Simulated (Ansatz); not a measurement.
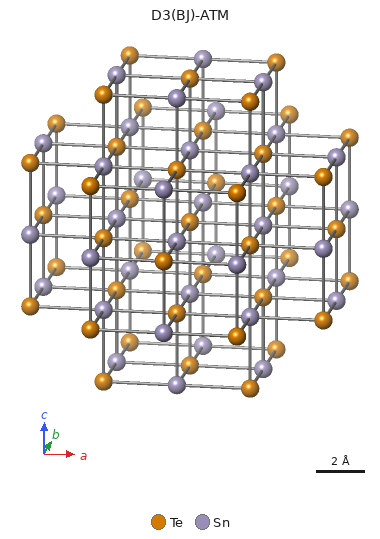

Solid SnTe (set up in Fm-3m), relaxed (cell and atoms) with several dispersion corrections. The picture shows the result with D3(BJ)-ATM. The picture is a ball-and-stick view of the conventional cell (4 times the calculation's cell), seen slightly off an axis. Lengths and directions refer to the drawn axes.

Computed with Ansatz 0.2.0: PBEsol, Ansatz PAW. (plane-wave cutoff 420 eV; k-point mesh 7 × 7 × 7; occupations fermi-dirac; smearing width 0.05 eV; no spin polarisation; cell and atoms relaxed; force threshold 0.01 eV/Å)

```csv
dispersion correction,volume (Å³/atom),a (Å)
D3(BJ)-ATM,29.844,6.204
D4,30.246,6.231
D3(BJ),29.722,6.195
none,?,?
```

**Fill in the missing row.**

With none the volume is the largest of the series, above D4 (30.246). The calculation gives 31.026 Å³/atom (a = 6.285 Å). In order of volume: D3(BJ) < D3(BJ)-ATM < D4 < none; the spread is 4.4 %.
